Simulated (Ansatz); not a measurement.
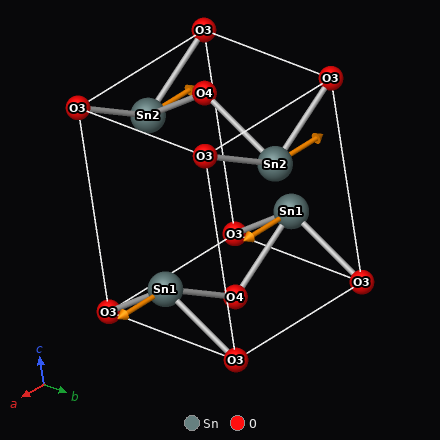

Two computed energy maps of cells of SnO. The picture above is the structure of the first map; orange arrows give the pattern of the mode.

Map 1

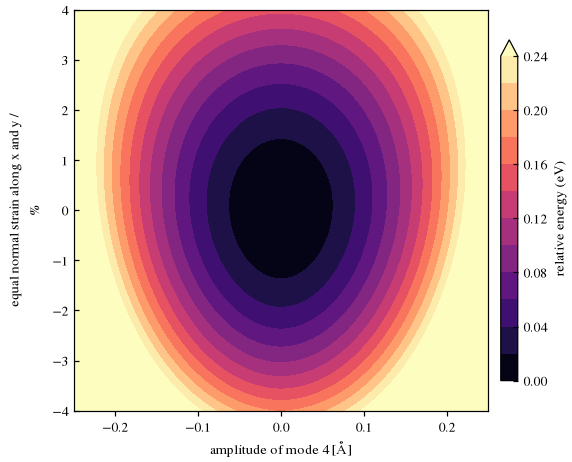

SnO (P4/nmm, No. 129; 4 atoms in the cell). The energy is mapped over a normal mode and a strain (zone-centre modes of the 4-atom cell of this scan) (x along [1 0 0], y along [0 1 0], z along [0 0 1] of the conventional cell). The first coordinate is: amplitude of mode 4 (105 cm⁻¹), largest displacement in the unstrained cell; the second: equal normal strain along x and y. Nothing is relaxed (the pattern is fixed in fractional coordinates). The grid has 5 × 5 points; 15 points were computed and 10 follow by symmetry. Points are written as (first, second). All energies are given in eV per cell relative to the lowest grid point. Level of theory: DFT PBE, scalar-relativistic, plane waves, PAW (Ansatz). Settings: cutoff 520 eV, k-mesh 10×10×8 in the order of the run's cell vectors, gaussian smearing 0.05 eV, no spin polarisation.

The picture shows filled contours, one colour for all values above the top of the scale. Between grid points the surface is interpolated.

Map 2

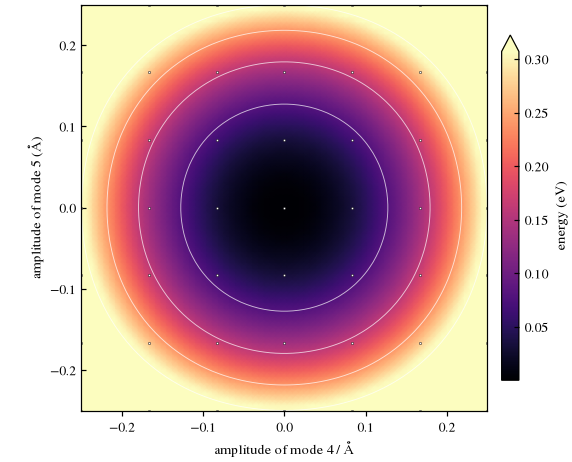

SnO (P4/nmm, No. 129; 4 atoms in the cell). The energy is mapped over two normal modes frozen in (zone-centre modes of the 4-atom cell of this scan). The first coordinate is: amplitude of mode 4 (105 cm⁻¹), largest displacement; the second: amplitude of mode 5 (105 cm⁻¹), largest displacement. Nothing is relaxed (the cell and all other modes fixed). The grid has 7 × 7 points; 10 points were computed and 39 follow by symmetry. Points are written as (first, second). Energies are in eV per cell, from the lowest grid point. Computed with Ansatz 0.2.0, DFT PBE, scalar-relativistic, plane waves, PAW. Settings: cutoff 520 eV, k-mesh 10×10×8 in the order of the run's cell vectors, gaussian smearing 0.05 eV, no spin polarisation.

Drawn: a smooth colour map with a few white contour lines, dots at the grid points, one colour for all values above the top of the scale. Between grid points the surface is interpolated.

Q: What does each map show?

A: Map 1: The lowest grid point is at (0.000 Å, 0 %). It is the only kind of minimum in the scanned range. The highest grid point, (−0.250 Å, −4 %), lies 0.600 eV above the lowest.
Map 2: The lowest grid point is at (0.000 Å, 0.000 Å). No other kind of well shows on this grid. The highest grid point, (−0.250 Å, −0.250 Å), lies 0.630 eV above the lowest. The gap on the k-mesh is 0.5 eV at the lowest point and runs from 0.5 to 0.6 eV over the map.

Q: Maps 1, 2 start from a relaxed reference structure. Do they show a way to lower its energy?

A: No. In each of them the reference is the lowest point, within the accuracy of the grid, so it is stable against the distortions scanned (other distortions weren't tried).

PAW datasets: the set soft_1.
